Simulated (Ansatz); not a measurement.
**Run report: Ca7F16 (charge −1), geometry relaxation (part 1 of 3)**

Ca7F16 (defect cell, 23 atoms in the cell, total charge −1), computed with DFT, PBE, plane-wave PAW, default files, scalar-relativistic, spin-polarised (Ansatz 0.2.0).

The structure derives from an entry of the Crystallography Open Database. It belongs to a series of runs on one base structure; here: Ca vacancy, charge -1, ions relaxed. Figures and captions count atoms from 1; the log counts them from 0 in places.

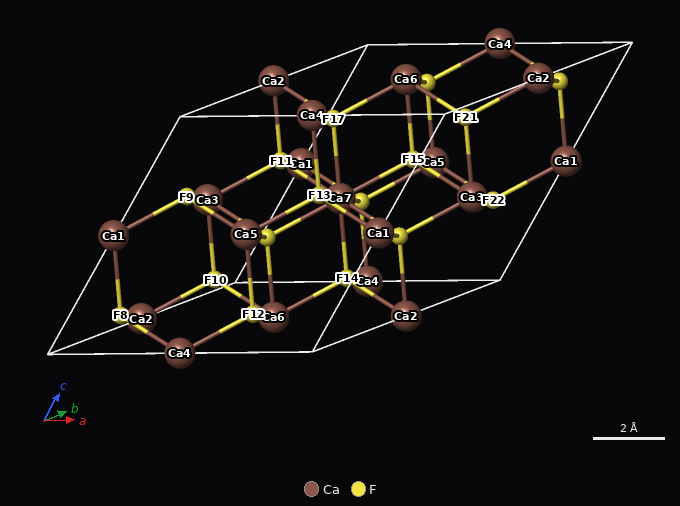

**Figure 1.** The input geometry (ball-and-stick view of the cell of the calculation, seen at an oblique angle; atoms are numbered from 1 in the order of the input). Near neighbours in the crystal (not all of them lie inside the picture): Ca has 8 F at 2.37 Å; F has 3 Ca at 2.37 Å; F has 4 Ca at 2.37 Å.

### Summary

| quantity | value |
| --- | --- |
| outcome | converged |
| electrons treated | 183 |
| free energy | −25685.7260 eV |
| Fermi energy | 2.284 eV |
| net moment of the cell | 0.99 μB |
| integrated absolute moment | 1.07 μB |
| pressure | 1.33 GPa |
| final volume | 325.90 Å³ |
| field gradient V_zz (10²¹ V/m²) | Ca 1.37, Ca 1.37, Ca 1.37, Ca 1.37, Ca 1.37, Ca 1.37, Ca 0.0000, F 2.44 (the first 8 of 23 sites) |
| largest force (length of the vector) at the end | 0.004 eV/Å |
| hardware | 1 thread of Arm Neoverse V1, 24 GiB of memory available, shared host |
| wall time | 2.3 min |
| peak memory | 0.82 GiB |

### Remarks

The program warns: the SCF threshold is looser than advised for the printed stress.

### Input file
```yaml
crystal:
  lattice:
    - [0.0, 5.462, 5.462]
    - [5.462, 0.0, 5.462]
    - [5.462, 5.462, 0.0]
  atoms:
    - { symbol: Ca, position: [0.0, 0.0, 0.5] }
    - { symbol: Ca, position: [0.0, 0.5, 0.0] }
    - { symbol: Ca, position: [0.0, 0.5, 0.5] }
    - { symbol: Ca, position: [0.5, 0.0, 0.0] }
    - { symbol: Ca, position: [0.5, 0.0, 0.5] }
    - { symbol: Ca, position: [0.5, 0.5, 0.0] }
    - { symbol: Ca, position: [0.5, 0.5, 0.5] }
    - { symbol: F, position: [0.125, 0.125, 0.125], spin: 0.5 }
    - { symbol: F, position: [0.125, 0.125, 0.625], spin: 0.5 }
    - { symbol: F, position: [0.125, 0.625, 0.125], spin: 0.5 }
    - { symbol: F, position: [0.125, 0.625, 0.625] }
    - { symbol: F, position: [0.625, 0.125, 0.125], spin: 0.5 }
    - { symbol: F, position: [0.625, 0.125, 0.625] }
    - { symbol: F, position: [0.625, 0.625, 0.125] }
    - { symbol: F, position: [0.625, 0.625, 0.625] }
    - { symbol: F, position: [0.375, 0.375, 0.375] }
    - { symbol: F, position: [0.375, 0.375, 0.875] }
    - { symbol: F, position: [0.375, 0.875, 0.375] }
    - { symbol: F, position: [0.375, 0.875, 0.875], spin: 0.5 }
    - { symbol: F, position: [0.875, 0.375, 0.375] }
    - { symbol: F, position: [0.875, 0.375, 0.875], spin: 0.5 }
    - { symbol: F, position: [0.875, 0.875, 0.375], spin: 0.5 }
    - { symbol: F, position: [0.875, 0.875, 0.875], spin: 0.5 }
magnetization:
  spin_polarized: true
total_charge: -1
kpoints:
  mp_grid: { grid: [3, 3, 3] }
scf:
  occupations: { method: fermi_dirac, width: 0.01 }
hamiltonian:
  xc: pbe
  pseudopotentials: { kind: paw }
output:
  forces: true
  stress: true
  populations: true
  efg: { quadrupole_moments_barn: { Ca: -0.0408 }, contact_densities: true }
  write_density: true
  write_potential: true
  elf: true
  volumetric_format: npy
relax:
  f_tol: 0.03
  max_steps: 40
```

Launch command:
```bash
ansatz run input.yaml --threads 1 --pin off --max-ram 3072MiB --backend cpu --events-out ev --progress --plain --runs-dir out
```

### The program's output
```
Warning: output.stress: scf.convergence.dr2_threshold = 1e-7 eV (the SCF's general default) is looser than the 2.3e-9 eV advised for a printed stress (1e-10 eV for each atom of the cell: 23). What an SCF threshold leaves in a stress goes as its square root, and in the free energy as the threshold itself, and one threshold admits the most on a small cell: of the crystals measured, under no hybrid functional and no lock of the moments, on runs that ended without the residual-converged pass, on stresses that held no estimate of that error, the worst erred by over 100 MPa in a component at 1e-7 eV an atom and by under 5 at 1e-10. Every solve of this run answers to scf.convergence.dr2_threshold, and the tensor of one is reported: a single SCF on the reported geometry and on this run's grids (its basis.xc_grid and basis.ecutrho_ratio typed), with scf.convergence.dr2_threshold at 2.3e-9 eV or tighter, prints it and tightens no other solve. Else set scf.convergence.dr2_threshold to 2.3e-9 eV or tighter. The threshold is an SCF's pass mark: one that does not reach it within its budget of iterations ends unconverged, or closes short of it on a stop that the run arms, and scf.convergence.dr2_threshold's page says what that costs each kind of run
Engine: ansatz 0.2.0, aarch64-unknown-linux-gnu
Pseudopotentials: kind: paw
Pseudopotential: Ca, paw, valence charge 10, recommended cutoff 420 eV (normal), Ca.paw.azcp
Pseudopotential: F, paw, valence charge 7, recommended cutoff 420 eV (normal), F.paw.azcp
Functional definition: PBE
  parameter kappa = 0.804
  parameter beta = 0.06672455060314922
  exchange = pbe_x(kappa = kappa, mu = beta*pi^2/3)
  correlation = pbe_c(beta = beta)
Crystal: 23 atoms, lattice volume = 325.901 Å³
Basis set: ecut = 420 eV, 6375 PW (Γ), exchange–correlation on 108×108×108 points (8 copies of the dense FFT grid, shifted against one another)
Bands: 117, of which v1, the nominal top of the filled ones, is band 92 counted from 1 (91 counted from 0)
Symmetry: 48 space group operations
Space group: Fm-3m (ITA 225), of the structure as read, at distance tolerance 6.9e-5 Å
Magnetic group: BNS 225.116 (UNI 1618), of the structure as read, at distance tolerance 6.9e-5 Å
k-points: 4 of 27
Non-local potential: Ca, projectors of the file, l = 0: 3, l = 1: 2, l = 2: 2
Non-local potential: F, projectors of the file, l = 0: 2, l = 1: 2, l = 2: 1
PAW form: soft (Blöchl's): semilocal exchange-correlation on the pseudo side does not see the compensation charge
PAW one-centre angular grid: Ca, 110 points (default); XC on 64 Gauss nodes
PAW one-centre angular grid: F, 110 points (default); XC on 64 Gauss nodes
Initial density: superposition of atomic densities (chi_scale 0.1, normalization cell, long waves kept (reshape's long-wave potential 0.27 eV rms))
Starting moments: Σ|m| = 4 μB on 8 of 23 sites
Initial wavefunctions: pseudopotential atomic-orbital guess
Functional: x = pbe(κ = 0.804, μ = 0.2195149727645171), c = pbe(β = 0.06672455060314922)
SCF iter   1: F=—  HF=-25710.948814 eV  |F-HF|=—  |Δ(HF+E_count)|=         —  Δρ=9.74e-2 (↑9.74e-2 ↓7.76e-2)  dr2=1.03e2  dr2_m=9.07e-1  M=1.000 μB ∫|m|=2.027 μB  β_m=0.30  ethr=3.10e-3  ⟨swp⟩=11.2  Hψ=5287  notcnv=0  defer=7
preconditioner: auto → Kerker (q_TF=auto, 2.478 Å⁻¹)  [metal: Δε(μ)=0.028 eV  Ē_g=14.767 eV  σ=0.010 eV  W_gap=0.46  n_scr=64 (ndim 8)  ℏωp=26.7 eV  f_vac=0.026  D(μ)=24.09/eV (n_scr^D=282)]
spin=Collinear: Kerker preconditioning applied to the charge; magnetization (m = ρ↑ − ρ↓) channel mixes plain (no charge-response kernel on spin).
SCF iter   2: F=—  HF=-25692.455798 eV  |F-HF|=—  |Δ(HF+E_count)|=    1.85e1  Δρ=3.77e-2 (↑3.77e-2 ↓2.98e-2)  dr2=2.06e1  dr2_m=6.43e-1  M=1.000 μB ∫|m|=1.478 μB  β_m=0.30  ethr=3.10e-3  ⟨swp⟩=4.1  Hψ=2114  notcnv=0  defer=146
preconditioner: auto → Resta (q_TF=auto, 2.478 Å⁻¹)  ε∞=3.7  [insulator: Δε(μ)=0.036 eV  Ē_g=16.202 eV  σ=0.010 eV  W_gap=0.71  n_scr=64 (ndim 8)  ℏωp=26.7 eV  f_vac=0.023  D(μ)=16.76/eV (n_scr^D=168)  ε∞_Penn≈3.7]
spin=Collinear: Resta preconditioning applied to the charge; magnetization (m = ρ↑ − ρ↓) channel mixes plain (no charge-response kernel on spin).
SCF iter   3: F=—  HF=-25687.546950 eV  |F-HF|=—  |Δ(HF+E_count)|=    4.91e0  Δρ=2.03e-2 (↑1.80e-2 ↓2.03e-2)  dr2=6.42e0  dr2_m=3.75e-1  M=1.000 μB ∫|m|=1.320 μB  β_m=0.30  ethr=3.10e-3  ⟨swp⟩=5.6  Hψ=1743  notcnv=0  defer=146
SCF iter   4: F=—  HF=-25685.266526 eV  |F-HF|=—  |Δ(HF+E_count)|=    2.28e0  Δρ=1.54e-2 (↑1.07e-2 ↓1.54e-2)  dr2=9.31e-1  dr2_m=2.19e-1  M=1.000 μB ∫|m|=1.216 μB  β_m=0.30  ethr=3.10e-3  ⟨swp⟩=4.5  Hψ=1939  notcnv=0  defer=160
SCF iter   5: F=—  HF=-25685.119276 eV  |F-HF|=—  |Δ(HF+E_count)|=   1.47e-1  Δρ=7.83e-3 (↑7.83e-3 ↓7.48e-3)  dr2=2.09e-1  dr2_m=1.22e-1  M=1.000 μB ∫|m|=1.183 μB  β_m=0.30  ethr=5.09e-4  ⟨swp⟩=3.1  Hψ=1591  notcnv=0  defer=160
SCF iter   6: F=—  HF=-25685.164556 eV  |F-HF|=—  |Δ(HF+E_count)|=   4.53e-2  Δρ=5.96e-3 (↑5.96e-3 ↓4.19e-3)  dr2=3.56e-2  dr2_m=6.87e-2  M=1.000 μB ∫|m|=1.154 μB  β_m=0.30  ethr=1.14e-4  ⟨swp⟩=3.2  Hψ=1418  notcnv=0  defer=160
SCF iter   7: F=—  HF=-25685.181253 eV  |F-HF|=—  |Δ(HF+E_count)|=   1.67e-2  Δρ=3.81e-3 (↑3.81e-3 ↓3.58e-3)  dr2=6.63e-3  dr2_m=3.86e-2  M=1.000 μB ∫|m|=1.131 μB  β_m=0.30  ethr=1.95e-5  ⟨swp⟩=3.2  Hψ=1301  notcnv=0  defer=160
Mixer restart at iter 7: flushing history
spin-set hold released at iteration 7 (site moments contracting): the magnetisation degrees of freedom join the quasi-Newton model from the next iteration; the mixer history was flushed
SCF iter   8: F=—  HF=-25685.190157 eV  |F-HF|=—  |Δ(HF+E_count)|=   8.90e-3  Δρ=2.81e-3 (↑2.81e-3 ↓2.72e-3)  dr2=4.19e-3  dr2_m=2.16e-2  M=1.000 μB ∫|m|=1.115 μB  β_m=0.65  ethr=3.62e-6  ⟨swp⟩=2.0  Hψ=1071  notcnv=0  defer=160
SCF iter   9: F=—  HF=-25685.204801 eV  |F-HF|=—  |Δ(HF+E_count)|=   1.46e-2  Δρ=2.67e-4 (↑2.67e-4 ↓1.31e-4)  dr2=3.98e-4  dr2_m=3.73e-5  M=1.000 μB ∫|m|=1.069 μB  β_m=0.67  ethr=2.29e-6  ⟨swp⟩=3.8  Hψ=1613  notcnv=0  defer=160
SCF iter  10: F=—  HF=-25685.205172 eV  |F-HF|=—  |Δ(HF+E_count)|=   3.71e-4  Δρ=1.21e-4 (↑7.90e-5 ↓1.21e-4)  dr2=1.24e-4  dr2_m=6.93e-6  M=1.000 μB ∫|m|=1.067 μB  β_m=0.73  ethr=2.17e-7  ⟨swp⟩=2.0  Hψ=1394  notcnv=0  defer=160
SCF iter  11: F=—  HF=-25685.205327 eV  |F-HF|=—  |Δ(HF+E_count)|=   1.56e-4  Δρ=2.98e-5 (↑2.98e-5 ↓2.55e-5)  dr2=2.01e-5  dr2_m=3.43e-7  M=1.000 μB ∫|m|=1.066 μB  β_m=0.87  ethr=6.80e-8  ⟨swp⟩=2.0  Hψ=1316  notcnv=0  defer=160
SCF iter  12: F=-25685.205365 eV  HF=-25685.205364 eV  |F-HF|=6.56e-7  |Δ(HF+E_count)|=   3.71e-5  Δρ=9.79e-6 (↑6.21e-6 ↓9.79e-6)  dr2=8.33e-7  dr2_m=7.33e-8  M=1.000 μB ∫|m|=1.065 μB  ethr=1.10e-8  ⟨swp⟩=9.0  Hψ=6242  notcnv=0
SCF 1 converged in 12 iterations: F = -25685.205365 eV  dr2 = 8.33e-7
  greatest PAW one-centre occupation: 0.995 electrons in one spin orbital (limit 2), on the Ca atom at site 6 (counted from 0), in its partial waves of l = 0
relax step   1: F+E_penalty+E_count = -25685.20536484 eV  Δ(F+E_penalty+E_count) = +0.000e0 eV  max|allowed force component| = 4.234e-1 eV/Å  Δτ_max = 0.0000 Å  (12 SCF iters, dr2 threshold 2.25e-5 eV, accepted)
Initial density: handed on by an earlier stage of this run
Starting moments: Σ|m| = 4 μB on 8 of 23 sites; this step starts from the density that it was given
Initial wavefunctions: those handed on with the density
iter 1 solved again at ethr=2.21e-4 eV; its pass at ethr=3.10e-3 eV (dr2=4.04e-1 eV) is discarded
SCF iter   1: F=—  HF=-25685.555535 eV  |F-HF|=—  |Δ(HF+E_count)|=         —  Δρ=1.65e-2 (↑1.65e-2 ↓1.12e-2)  dr2=4.05e-1  dr2_m=3.76e-1  M=0.925 μB ∫|m|=1.007 μB  β_m=0.30  ethr=2.21e-4  ⟨swp⟩=1.4  Hψ=4291  notcnv=0  defer=111
preconditioner: auto → none  [metal: Δε(μ)=0.009 eV  Ē_g=17.877 eV  σ=0.010 eV  W_gap=0.22  n_scr=64 (ndim 8)  ℏωp=26.7 eV  f_vac=0.153  D(μ)=18.26/eV (n_scr^D=168)]
SCF iter   2: F=—  HF=-25685.582357 eV  |F-HF|=—  |Δ(HF+E_count)|=   2.68e-2  Δρ=1.11e-2 (↑1.11e-2 ↓8.63e-3)  dr2=1.22e-1  dr2_m=2.04e-1  M=0.956 μB ∫|m|=1.034 μB  β_m=0.52  ethr=2.21e-4  ⟨swp⟩=2.5  Hψ=979  notcnv=0  defer=111
SCF iter   3: F=—  HF=-25685.731956 eV  |F-HF|=—  |Δ(HF+E_count)|=   1.50e-1  Δρ=8.11e-3 (↑3.42e-3 ↓8.11e-3)  dr2=2.99e-1  dr2_m=3.61e-2  M=0.924 μB ∫|m|=0.998 μB  β_m=0.41  ethr=6.67e-5  ⟨swp⟩=3.0  Hψ=1543  notcnv=0  defer=132
SCF iter   4: F=—  HF=-25685.692389 eV  |F-HF|=—  |Δ(HF+E_count)|=   3.96e-2  Δρ=2.31e-3 (↑1.17e-3 ↓2.31e-3)  dr2=1.09e-2  dr2_m=6.31e-3  M=0.993 μB ∫|m|=1.064 μB  β_m=0.48  ethr=6.67e-5  ⟨swp⟩=2.9  Hψ=1517  notcnv=0  defer=150
SCF iter   5: F=—  HF=-25685.692660 eV  |F-HF|=—  |Δ(HF+E_count)|=   2.71e-4  Δρ=5.10e-4 (↑3.61e-4 ↓5.10e-4)  dr2=6.85e-4  dr2_m=3.13e-4  M=0.991 μB ∫|m|=1.062 μB  β_m=0.45  ethr=5.97e-6  ⟨swp⟩=2.6  Hψ=1437  notcnv=0  defer=150
SCF iter   6: F=—  HF=-25685.692566 eV  |F-HF|=—  |Δ(HF+E_count)|=   9.46e-5  Δρ=1.51e-4 (↑9.58e-5 ↓1.51e-4)  dr2=2.88e-5  dr2_m=3.43e-5  M=0.993 μB ∫|m|=1.064 μB  β_m=0.61  ethr=3.74e-7  ⟨swp⟩=2.0  Hψ=1467  notcnv=0  defer=150
iter 7 did not close the SCF: its close was put off for a magnetic moment that had not settled (scf_convergence_deferred on its scf_iter line)
SCF iter   7: F=-25685.692581 eV  HF=-25685.692587 eV  |F-HF|=5.96e-6  |Δ(HF+E_count)|=   2.12e-5  Δρ=5.45e-5 (↑5.33e-5 ↓5.45e-5)  dr2=1.10e-5  dr2_m=5.15e-6  M=0.994 μB ∫|m|=1.066 μB  β_m=0.69  ethr=6.12e-9  ⟨swp⟩=9.6  Hψ=6399  notcnv=0
iter 8 did not close the SCF: its close was put off for a magnetic moment that had not settled (scf_convergence_deferred on its scf_iter line)
SCF iter   8: F=-25685.692588 eV  HF=-25685.692588 eV  |F-HF|=6.24e-8  |Δ(HF+E_count)|=   1.13e-6  Δρ=1.45e-5 (↑1.05e-5 ↓1.45e-5)  dr2=2.85e-7  dr2_m=4.16e-7  M=0.995 μB ∫|m|=1.066 μB  β_m=0.80  ethr=5.98e-9  ⟨swp⟩=6.9  Hψ=6001  notcnv=0
SCF iter   9: F=-25685.692588 eV  HF=-25685.692588 eV  |F-HF|=2.29e-8  |Δ(HF+E_count)|=   1.40e-7  Δρ=2.60e-6 (↑2.48e-6 ↓2.60e-6)  dr2=3.04e-8  dr2_m=8.59e-9  M=0.995 μB ∫|m|=1.066 μB  ethr=1.56e-10  ⟨swp⟩=6.0  Hψ=5427  notcnv=0
SCF 2 converged in 9 iterations: F = -25685.692588 eV  dr2 = 3.04e-8
relax step   2: F+E_penalty+E_count = -25685.69258797 eV  Δ(F+E_penalty+E_count) = -4.872e-1 eV  max|allowed force component| = 1.572e-1 eV/Å  Δτ_max = 0.1914 Å  (9 SCF iters, dr2 threshold 1.12e-5 eV, accepted)
SCF iter   1: F=—  HF=-25685.727135 eV  |F-HF|=—  |Δ(HF+E_count)|=         —  Δρ=1.49e-3 (↑1.49e-3 ↓1.43e-3)  dr2=7.33e-3  dr2_m=2.21e-3  M=0.996 μB ∫|m|=1.068 μB  β_m=0.30  ethr=4.72e-5  ⟨swp⟩=4.9  Hψ=1972  notcnv=0  defer=151
preconditioner: auto → Resta (q_TF=auto, 2.478 Å⁻¹)  ε∞=3.2  [insulator: Δε(μ)=0.040 eV  Ē_g=17.910 eV  σ=0.010 eV  W_gap=0.76  n_scr=64 (ndim 8)  ℏωp=26.7 eV  f_vac=0.155  D(μ)=10.65/eV (n_scr^D=64)  ε∞_Penn≈3.2]
spin=Collinear: Resta preconditioning applied to the charge; magnetization (m = ρ↑ − ρ↓) channel mixes plain (no charge-response kernel on spin).
SCF iter   2: F=—  HF=-25685.726449 eV  |F-HF|=—  |Δ(HF+E_count)|=   6.86e-4  Δρ=1.04e-3 (↑1.03e-3 ↓1.04e-3)  dr2=3.38e-3  dr2_m=1.20e-3  M=0.996 μB ∫|m|=1.067 μB  β_m=0.63  ethr=4.01e-6  ⟨swp⟩=1.8  Hψ=1094  notcnv=0  defer=151
SCF iter   3: F=—  HF=-25685.726257 eV  |F-HF|=—  |Δ(HF+E_count)|=   1.92e-4  Δρ=2.79e-4 (↑1.82e-4 ↓2.79e-4)  dr2=4.40e-4  dr2_m=2.43e-5  M=0.996 μB ∫|m|=1.067 μB  β_m=0.54  ethr=1.85e-6  ⟨swp⟩=2.0  Hψ=1493  notcnv=0  defer=151
SCF iter   4: F=—  HF=-25685.725989 eV  |F-HF|=—  |Δ(HF+E_count)|=   2.68e-4  Δρ=9.80e-5 (↑5.17e-5 ↓9.80e-5)  dr2=2.83e-5  dr2_m=7.29e-6  M=0.995 μB ∫|m|=1.066 μB  β_m=0.65  ethr=2.40e-7  ⟨swp⟩=2.0  Hψ=1166  notcnv=0  defer=151
SCF iter   5: F=—  HF=-25685.725985 eV  |F-HF|=—  |Δ(HF+E_count)|=   3.75e-6  Δρ=2.49e-5 (↑2.27e-5 ↓2.49e-5)  dr2=3.53e-6  dr2_m=4.60e-7  M=0.995 μB ∫|m|=1.066 μB  β_m=0.66  ethr=1.55e-8  ⟨swp⟩=2.0  Hψ=1459  notcnv=0  defer=151
iter 6 did not close the SCF: its close was put off for a magnetic moment that had not settled (scf_convergence_deferred on its scf_iter line)
SCF iter   6: F=-25685.725985 eV  HF=-25685.725985 eV  |F-HF|=1.13e-7  |Δ(HF+E_count)|=   3.26e-7  Δρ=8.96e-6 (↑6.85e-6 ↓8.96e-6)  dr2=4.77e-7  dr2_m=7.84e-8  M=0.995 μB ∫|m|=1.066 μB  β_m=0.68  ethr=8.44e-10  ⟨swp⟩=8.8  Hψ=5730  notcnv=0
iter 7 did not close the SCF: its close was put off for a magnetic moment that had not settled (scf_convergence_deferred on its scf_iter line)
SCF iter   7: F=-25685.725985 eV  HF=-25685.725985 eV  |F-HF|=1.40e-8  |Δ(HF+E_count)|=   7.54e-9  Δρ=4.05e-6 (↑2.37e-6 ↓4.05e-6)  dr2=9.38e-8  dr2_m=1.62e-8  M=0.995 μB ∫|m|=1.066 μB  β_m=0.84  ethr=2.61e-10  ⟨swp⟩=5.8  Hψ=5217  notcnv=0
SCF iter   8: F=-25685.725985 eV  HF=-25685.725985 eV  |F-HF|=1.71e-9  |Δ(HF+E_count)|=   3.80e-8  Δρ=6.99e-7 (↑3.93e-7 ↓6.99e-7)  dr2=4.35e-9  dr2_m=1.96e-10  M=0.995 μB ∫|m|=1.066 μB  ethr=5.12e-11  ⟨swp⟩=5.5  Hψ=5106  notcnv=0
SCF 3 converged in 8 iterations: F = -25685.725985 eV  dr2 = 4.35e-9
relax step   3: F+E_penalty+E_count = -25685.72598507 eV  Δ(F+E_penalty+E_count) = -3.340e-2 eV  max|allowed force component| = 2.103e-3 eV/Å  Δτ_max = 0.0246 Å  (8 SCF iters, dr2 threshold 1.54e-6 eV, accepted)
iter 1 solved again at ethr=2.37e-12 eV; its pass at ethr=3.10e-3 eV (dr2=4.35e-9 eV) is discarded
SCF iter   1: F=—  HF=-25685.725985 eV  |F-HF|=—  |Δ(HF+E_count)|=         —  Δρ=7.00e-7 (↑3.93e-7 ↓7.00e-7)  dr2=4.35e-9  dr2_m=1.96e-10  M=0.995 μB ∫|m|=1.066 μB  β_m=0.30  ethr=2.37e-12  ⟨swp⟩=1.2  Hψ=2234  notcnv=0  defer=148
preconditioner: auto → Resta (q_TF=auto, 2.478 Å⁻¹)  ε∞=3.2  [insulator: Δε(μ)=0.039 eV  Ē_g=17.911 eV  σ=0.010 eV  W_gap=0.75  n_scr=64 (ndim 8)  ℏωp=26.7 eV  f_vac=0.155  D(μ)=11.30/eV (n_scr^D=64)  ε∞_Penn≈3.2]
spin=Collinear: Resta preconditioning applied to the charge; magnetization (m = ρ↑ − ρ↓) channel mixes plain (no charge-response kernel on spin).
SCF iter   2: F=-25685.725985 eV  HF=-25685.725985 eV  |F-HF|=1.97e-9  |Δ(HF+E_count)|=  8.51e-10  Δρ=3.11e-7 (↑2.71e-7 ↓3.11e-7)  dr2=2.06e-9  dr2_m=2.75e-11  M=0.995 μB ∫|m|=1.066 μB  ethr=2.37e-12  ⟨swp⟩=6.0  Hψ=4210  notcnv=0
SCF 4 converged in 2 iterations: F = -25685.725985 eV  dr2 = 2.06e-9
relax step   4: F+E_penalty+E_count = -25685.72598507 eV  Δ(F+E_penalty+E_count) = -1.117e-9 eV  max|allowed force component| = 2.101e-3 eV/Å  Δτ_max = 0.0000 Å  (2 SCF iters, accepted)
```

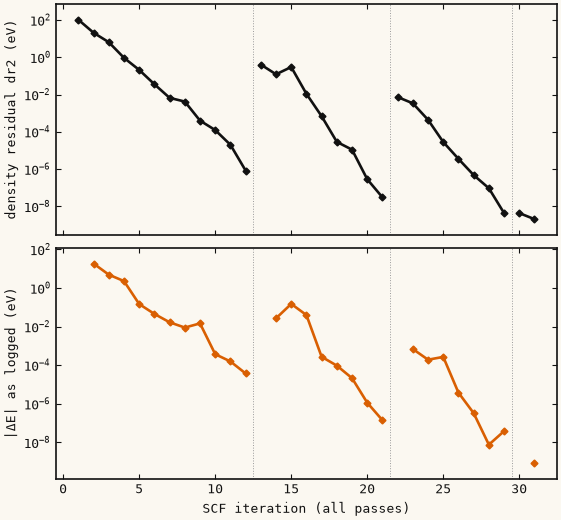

**Figure 2.** Convergence of the self-consistent field: density residual dr2 and size of the energy change against the SCF iteration. The dotted lines part the SCF passes of the relaxation: geometry steps, rejected trials and re-solves on a re-selected basis. The passes take 12, 9, 8 and 2 iterations.

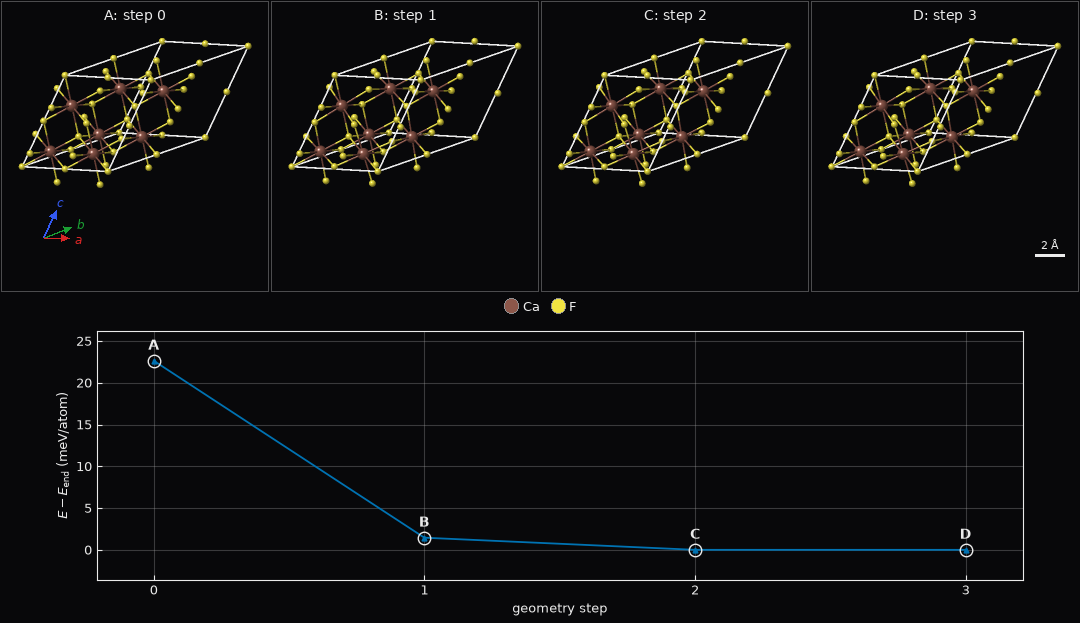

**Figure 3.** Frames of the relaxation (ball-and-stick view of the cell of the calculation (origin shifted), with bonded neighbours outside it, seen at an oblique angle) above the curves, on which the letters mark them (the first geometry is step 0 here and step 1 in the log).
